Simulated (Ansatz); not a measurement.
Consider AgCl.

Input file:

```
crystal:
  lattice:
    - [3.2261481986, 0.0, 0.0]
    - [0.0, 3.2261481986, 0.0]
    - [0.0, 0.0, 3.2261481986]
  atoms:
    - { symbol: Ag, position: [0.0, 0.0, 0.0] }
    - { symbol: Cl, position: [0.5, 0.5, 0.5] }
kpoints:
  mp_grid: { grid: [6, 6, 6] }
  band_path:
    path:
      - [0.0, 0.0, 0.0]
      - [0.0, 0.5, 0.0]
      - [0.5, 0.5, 0.0]
      - [0.5, 0.5, 0.5]
      - [0.0, 0.0, 0.5]
    npoints: 1
hamiltonian:
  xc: hse06
scf:
  occupations: { method: fixed }
  n_extra_bands: 4
output:
  forces: true
  stress: true
  eigenvalues: true
  write_density: true
  write_potential: true
  elf: true
  volumetric_format: npy
```

Command:

```sh
ansatz run input.yaml --threads 4 --pin off --max-ram 3686MiB --backend cpu --events-out ev --progress --plain --runs-dir out
```

Below, planes, directions and counts refer to the conventional cell (a = 3.23 Å, b = 3.23 Å, c = 3.23 Å, α = 90.00°, β = 90.00°, γ = 90.00°).

Space group Pm-3m; started from the CsCl prototype, which need not be the ambient phase; changed on purpose from its base cell (hydrostatic strain -5.0%); computed pressure about 14 GPa in this cell.

Method: DFT, HSE06, plane waves, PAW in Ansatz 0.2.0.

> What will maps of the valence pseudo-density and electron localisation function show?

Ag–Cl (2.79 Å): the density is about 0.22 e/Å³ at the midpoint; the ELF peaks at about 0.85 in the valence shell of Cl, 0.8 Å from its nucleus, and drops to about 0.10 between the two atoms: no localised pair shows between them.

> Does the calculation give a band gap?

It is gapped, with a Kohn–Sham gap of 2.2 eV on the k-point mesh, an upper bound to the gap of this method.

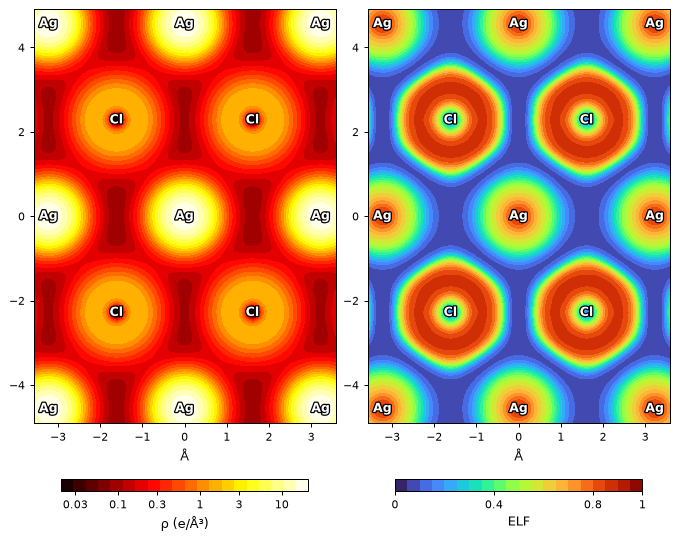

Computed valence pseudo-density and electron localisation function on the (011̄) plane of the conventional cell, in this order. 

The density is the valence pseudo-density of a PAW calculation; it isn't the true density close to the nuclei.
